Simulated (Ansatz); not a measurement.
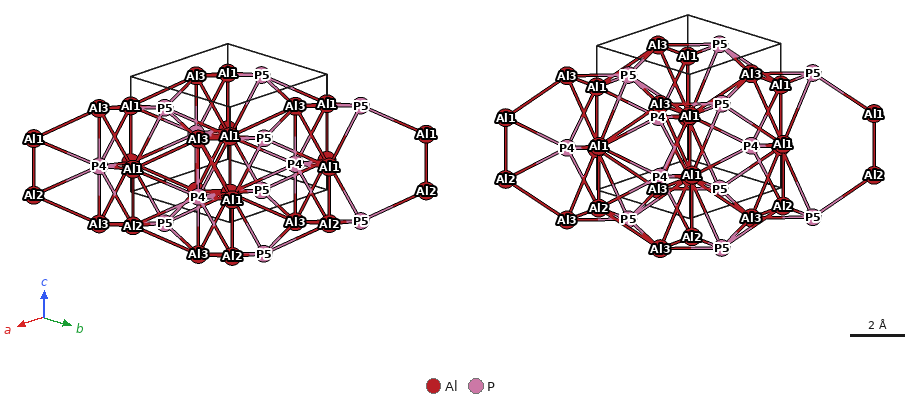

Two geometries of crystalline Al₃P₂ (a generated structure, set up in P-6m2), drawn at one scale. One is the start of a relaxation, the other its converged end. A ball-and-stick model of the cell of the calculation, repeated 2 × 2 × 1 with one cell outlined, seen from a free direction.

These are results of DFT PBE, scalar-relativistic, plane waves, PAW (Ansatz 0.2.0), not measurements. Settings: plane-wave cutoff 420 eV; k-point mesh 12 × 12 × 8; occupations gaussian; smearing width 0.1 eV; no spin polarisation; cell and atoms relaxed; force threshold 0.01 eV/Å; at most 80 steps.

Q: Which geometry has the lower energy?

A: The right one is the relaxed one. After 12 accepted moves (17 points after the start) the energy has fallen by 57.4 meV per atom. The largest force component goes from 0.29 to 0.001 eV/Å. The pressure goes from 3.25 to 0.00 GPa. The line search rejected the trial steps at points 11, 15 of the run. At 3 points the geometry stayed and the basis and grid were re-selected for the new cell (energy shift of 4.2 meV per atom at most each time). The largest moves relative to the cell, 0.21 Å, are those of Al1 and Al2. Al2 goes along +c. P stays in place. Cell: a = b 4.254 → 3.994 Å (−6.1 %), c 5.224 → 6.528 Å (+25.0 %). Volume +10.1 %. Among the contacts that change: Al1–Al2 2.660 → 3.735 Å, Al3–P4 2.612 → 3.264 Å, Al1–Al2 (another image) 2.564 → 2.793 Å, Al1–Al3 2.793 → 2.967 Å. Among the angles between lasting bonds that change: Al1–P4–Al2 55.1° → 62.4°, Al1–P4–Al1 100.3° → 95.6°. The space group stays P-6m2 (No. 187). Cost: 3.8 min on 1 thread of Intel(R) Xeon(R) Platinum 8488C (Sapphire Rapids), with other jobs on the host, peak memory 0.53 GiB.
